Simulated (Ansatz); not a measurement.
**What a change does: geometry relaxation on Sb**

System: Sb (P6₃/mmc, 2 atoms in the cell).
Method of run A: Kohn-Sham DFT of a periodic cell, PBEsol, Ansatz PAW, no spin polarisation (Ansatz 0.2.0).

The structure derives from a Materials Project entry. Text and figures count atoms from 1; the logs count them from 0 in places.

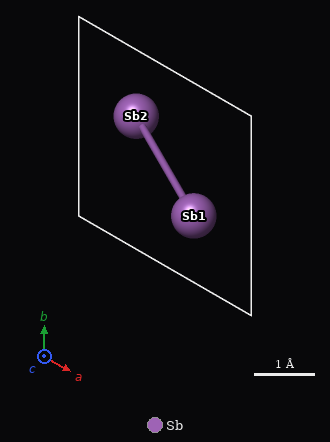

Fig. 1: The starting structure (ball-and-stick view of the cell of the calculation, along the c axis; atoms are numbered from 1 in the order of the input).

## Input, run A
```yaml
crystal:
  lattice:
    - [3.3545324186, 0.0, 0.0]
    - [-1.6772662093, 2.9051102923, 0.0]
    - [0.0, 0.0, 5.47016065]
  atoms:
    - { symbol: Sb, position: [0.6666666667, 0.3333333333, 0.75] }
    - { symbol: Sb, position: [0.3333333333, 0.6666666667, 0.25] }
hamiltonian:
  xc: pbesol
  pseudopotentials: { kind: paw }
kpoints:
  mp_grid: { grid: [9, 9, 5] }
scf:
  occupations: { method: fermi_dirac, width: 0.05 }
output:
  forces: true
  stress: true
  eigenvalues: true
relax:
  f_tol: 0.01
  max_steps: 40
  cell: { stress_tol: 0.05 }
```

Command:
```bash
ansatz run input.yaml --threads 2 --pin off --max-ram 5632MiB --backend cpu --events-out ev --progress --plain --runs-dir out
```

Hardware: 2 threads of AMD EPYC (Zen 3), 192 GiB of memory available, shared host.

## Output, shortened to warnings, some set-up lines, iterations and results (run A)
```
Basis set: ecut = 420 eV, 1087 PW (Γ), exchange–correlation on 48×48×80 points (8 copies of the dense FFT grid, shifted against one another)
Symmetry: 24 space group operations
k-points: 36 of 405
Initial density: superposition of atomic densities (neutral atoms: chi_scale 0, normalization atom), corrected by the library's trained network
[...]
SCF iter   1: F=—  HF=-12815.725332 eV  |F-HF|=—  |Δ(HF+E_count)|=         —  Δρ=2.45e-3  dr2=1.95e-3  ethr=1.77e-3  ⟨swp⟩=5.8  Hψ=3361  notcnv=0
SCF iter   2: F=—  HF=-12815.722993 eV  |F-HF|=—  |Δ(HF+E_count)|=   2.34e-3  Δρ=1.61e-3  dr2=8.85e-4  ethr=6.51e-6  ⟨swp⟩=2.5  Hψ=1383  notcnv=0  defer=1
SCF iter   3: F=—  HF=-12815.722842 eV  |F-HF|=—  |Δ(HF+E_count)|=   1.50e-4  Δρ=7.41e-4  dr2=1.39e-4  ethr=2.95e-6  ⟨swp⟩=2.0  Hψ=1213  notcnv=0  defer=1
SCF iter   4: F=—  HF=-12815.722730 eV  |F-HF|=—  |Δ(HF+E_count)|=   1.13e-4  Δρ=8.47e-5  dr2=5.26e-6  ethr=4.63e-7  ⟨swp⟩=2.0  Hψ=1213  notcnv=0  defer=1
SCF iter   5: F=—  HF=-12815.722730 eV  |F-HF|=—  |Δ(HF+E_count)|=   3.44e-7  Δρ=3.00e-5  dr2=6.19e-7  ethr=1.75e-8  ⟨swp⟩=2.4  Hψ=1223  notcnv=0  defer=1
[... 63 lines ...]
SCF iter   3: F=—  HF=-12815.730302 eV  |F-HF|=—  |Δ(HF+E_count)|=   4.07e-8  Δρ=1.05e-6  dr2=2.51e-10  ethr=6.28e-11  ⟨swp⟩=2.0  Hψ=1199  notcnv=0
SCF iter   4: F=—  HF=-12815.730302 eV  |F-HF|=—  |Δ(HF+E_count)|=  1.27e-10  Δρ=5.68e-7  dr2=7.67e-11  ethr=1.00e-12  ⟨swp⟩=7.3  Hψ=3711  notcnv=0
SCF iter   5: F=-12815.730302 eV  HF=-12815.730302 eV  |F-HF|=9.09e-12  |Δ(HF+E_count)|=  1.82e-12  Δρ=1.43e-7  dr2=7.11e-12  ethr=1.00e-12  ⟨swp⟩=4.1  Hψ=3276  notcnv=0
SCF 11 converged in 5 iterations: F = -12815.730302 eV  dr2 = 7.11e-12
relax step  11: F+E_penalty+E_count = -12815.73030232 eV  Δ(F+E_penalty+E_count) = +3.402e-4 eV  max|allowed force component| = 5.551e-17 eV/Å  Δτ_max = 0.0000 Å  P = +0.008 …
basis re-selected at this cell: Δ(F+E_penalty+E_count) = +3.402e-4 eV, ΔP = +0.003 GPa vs the last step (what re-selecting the basis moved, of the pressure what is left beyond the Pulay correction that the steps carried, after the strain that the cell walked since its last selection, with what the …
SCF converged after 5 iterations
Free energy (F): -12815.730302 eV
Harris-Foulkes:  -12815.730302 eV  (|F-HF|=9.09e-12)
Internal energy: -12815.718872 eV  (E = F + TS)
E sigma→0 (E₀):  -12815.724587 eV
Entropy (-TS):   -0.011430 eV (-5.715 meV/atom)
Fermi energy:    12.012314 eV
--- Per-component energies (eV) ---
  E_band       = -276.167849
  E_kinetic    = 414.994695
  E_local      = -2817.157416  (includes V_loc(G=0)·N_el)
  E_nonlocal   = 726.879291
  E_hartree    = 1289.135642
  E_xc         = -275.822643
  E_vxc        = -194.271730  (∫ρ·V_xc dr)
  E_paw        = -8997.523456  (= ΣΔE_a)
  E_vpaw       = -984.883784  (= ΣTr[D̂ρ^β])
  E_aug_tail   = -0.000004  (compensation charges beyond the density's cutoff)
  E_ewald      = -3156.888698
  E_core_change = 0.663714  (= ΣΔE_core)
  E_smearing   = -0.011430  (= −TS)
  E_closure    = 0.000000  (closes the sum)
  Σ components = -12815.730302   (vs F -12815.730302, Δ=0.00e0)
--- Forces (eV/Å), atoms counted from 1 ---
  atom   1  Sb     0.00000000     0.00000000     0.00000000
  atom   2  Sb     0.00000000    -0.00000000     0.00000000
  max |Σ_I F_I| component: 0.00e0 eV/Å
--- Stress (GPa, compression-positive) ---
        0.014978       0.000000       0.000000
       -0.000000       0.014978       0.000000
        0.000000       0.000000      -0.004596
  P = ⅓ Tr σ = 0.0085 GPa (0.085 kbar)
--- Relaxed structure (10 steps of the walk, 9 accepted, 1 SCFs on fresh bases) ---
  F+E_penalty+E_count = -12815.73030232 eV   max|allowed force component| = 5.551e-17 eV/Å   (the final SCF, on the basis selected at the relaxed cell)
  cell:  # Å, volume = 52.0715 Å³
    - [3.354193074621254, -2.861033845318276e-35, 0.0]
    - [-1.677096537310627, 2.9048164118198394, 0.0]
    - [0.0, 0.0, 5.344335578144792]
  atoms:
[...]
```

Run B used a changed input.

## The two runs side by side

| quantity | run A | run B |
| --- | --- | --- |
| outcome | converged | converged |
| free energy per atom (eV) | −6407.8652 | −6408.2074 |
| energy per atom, smearing taken to zero (eV) | −6407.8623 | −6408.2050 |
| gap on the mesh (eV) | 0.00 | 0.00 |
| pressure (GPa) | 0.01 | −0.02 |
| volume per atom (Å³) | 26.04 | 25.22 |
| largest force (eV/Å) | 0.000 | 0.000 |
| SCF iterations | 51 | 24 |
| irreducible k-points | 36 | 36 |
| wall time (shared host) | 8.9 s | 5 s |

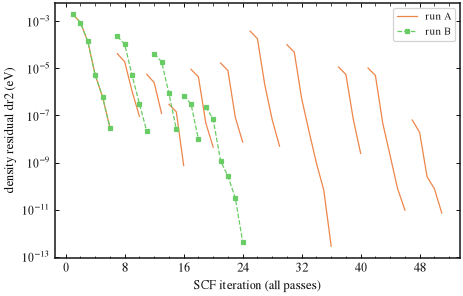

Fig. 2: Convergence of the two runs: density residual dr2 against the SCF iteration. A break in a curve parts two SCF passes. Run A takes 51 iterations in all, and run B takes 24.

Which change of the input explains these differences?

The change (lines with − go, lines with + come):
```diff
+  dispersion: d4
```

The total energies belong to different models, so their difference says nothing on which is more stable or more accurate. The volume per atom goes from 26.04 to 25.22 Å³. The SCF takes 24 iterations over all geometry steps against 51. On the same kind of shared host run B took about 0.56 times as long.

## Output, shortened to warnings, some set-up lines, iterations and results (run B)
```
Basis set: ecut = 420 eV, 1087 PW (Γ), exchange–correlation on 48×48×80 points (8 copies of the dense FFT grid, shifted against one another)
Symmetry: 24 space group operations
k-points: 36 of 405
Initial density: superposition of atomic densities (neutral atoms: chi_scale 0, normalization atom), corrected by the library's trained network
[...]
SCF iter   1: F=—  HF=-12816.383914 eV  |F-HF|=—  |Δ(HF+E_count)|=         —  Δρ=2.45e-3  dr2=1.95e-3  ethr=1.77e-3  ⟨swp⟩=5.8  Hψ=3361  notcnv=0
SCF iter   2: F=—  HF=-12816.381575 eV  |F-HF|=—  |Δ(HF+E_count)|=   2.34e-3  Δρ=1.61e-3  dr2=8.85e-4  ethr=6.51e-6  ⟨swp⟩=2.5  Hψ=1383  notcnv=0  defer=1
SCF iter   3: F=—  HF=-12816.381424 eV  |F-HF|=—  |Δ(HF+E_count)|=   1.50e-4  Δρ=7.41e-4  dr2=1.39e-4  ethr=2.95e-6  ⟨swp⟩=2.0  Hψ=1213  notcnv=0  defer=1
SCF iter   4: F=—  HF=-12816.381312 eV  |F-HF|=—  |Δ(HF+E_count)|=   1.13e-4  Δρ=8.47e-5  dr2=5.26e-6  ethr=4.63e-7  ⟨swp⟩=2.0  Hψ=1213  notcnv=0  defer=1
SCF iter   5: F=—  HF=-12816.381312 eV  |F-HF|=—  |Δ(HF+E_count)|=   3.44e-7  Δρ=3.00e-5  dr2=6.19e-7  ethr=1.75e-8  ⟨swp⟩=2.4  Hψ=1223  notcnv=0  defer=1
[... 24 lines ...]
SCF iter   4: F=—  HF=-12816.414855 eV  |F-HF|=—  |Δ(HF+E_count)|=  8.00e-11  Δρ=6.29e-7  dr2=2.59e-10  ethr=3.99e-12  ⟨swp⟩=2.4  Hψ=1176  notcnv=0
SCF iter   5: F=—  HF=-12816.414855 eV  |F-HF|=—  |Δ(HF+E_count)|=  3.46e-11  Δρ=2.87e-7  dr2=3.15e-11  ethr=1.00e-12  ⟨swp⟩=1.0  Hψ=684  notcnv=0
SCF iter   6: F=-12816.414855 eV  HF=-12816.414855 eV  |F-HF|=7.28e-12  |Δ(HF+E_count)|=  9.09e-12  Δρ=3.29e-8  dr2=4.30e-13  ethr=1.00e-12  ⟨swp⟩=5.9  Hψ=2744  notcnv=0
SCF 5 converged in 6 iterations: F = -12816.414855 eV  dr2 = 4.30e-13
relax step   5: F+E_penalty+E_count = -12816.41485514 eV  Δ(F+E_penalty+E_count) = +8.242e-4 eV  max|allowed force component| = 5.551e-17 eV/Å  Δτ_max = 0.0000 Å  P = -0.017 …
basis re-selected at this cell: Δ(F+E_penalty+E_count) = +8.242e-4 eV, ΔP = +0.004 GPa vs the last step (what re-selecting the basis moved, of the pressure what is left beyond the Pulay correction that the steps carried, after the strain that the cell walked since its last selection, with what the …
SCF converged after 6 iterations
Free energy (F): -12816.414855 eV
Harris-Foulkes:  -12816.414855 eV  (|F-HF|=7.28e-12)
Internal energy: -12816.404983 eV  (E = F + TS)
E sigma→0 (E₀):  -12816.409919 eV
Entropy (-TS):   -0.009872 eV (-4.936 meV/atom)
Fermi energy:    12.516855 eV
--- Per-component energies (eV) ---
  E_band       = -261.308400
  E_kinetic    = 416.081770
  E_local      = -2765.060847  (includes V_loc(G=0)·N_el)
  E_nonlocal   = 727.168176
  E_hartree    = 1270.376944
  E_xc         = -276.361480
  E_vxc        = -194.988829  (∫ρ·V_xc dr)
  E_paw        = -8997.759096  (= ΣΔE_a)
  E_vpaw       = -985.262534  (= ΣTr[D̂ρ^β])
  E_aug_tail   = -0.000003  (compensation charges beyond the density's cutoff)
  E_ewald      = -3190.819060
  E_disp       = -0.695102  (pairwise vdW)
  E_core_change = 0.663714  (= ΣΔE_core)
  E_smearing   = -0.009872  (= −TS)
  E_closure    = 0.000000  (closes the sum)
  Σ components = -12816.414855   (vs F -12816.414855, Δ=0.00e0)
--- Forces (eV/Å), atoms counted from 1 ---
  atom   1  Sb    -0.00000000     0.00000000     0.00000000
  atom   2  Sb     0.00000000    -0.00000000     0.00000000
  max |Σ_I F_I| component: 4.63e-18 eV/Å
--- Stress (GPa, compression-positive) ---
       -0.043591       0.000000       0.000000
       -0.000000      -0.043591       0.000000
        0.000000       0.000000       0.037420
  P = ⅓ Tr σ = -0.0166 GPa (-0.166 kbar)
--- Relaxed structure (4 steps of the walk, 4 accepted, 1 SCFs on fresh bases) ---
  F+E_penalty+E_count = -12816.41485514 eV   max|allowed force component| = 5.551e-17 eV/Å   (the final SCF, on the basis selected at the relaxed cell)
  cell:  # Å, volume = 50.4418 Å³
    - [3.2945618609959926, 0.0, 0.0]
    - [-1.6472809304979963, 2.8531742659618664, 0.0]
    - [0.0, 0.0, 5.3661762500694135]
  atoms:
[...]
```
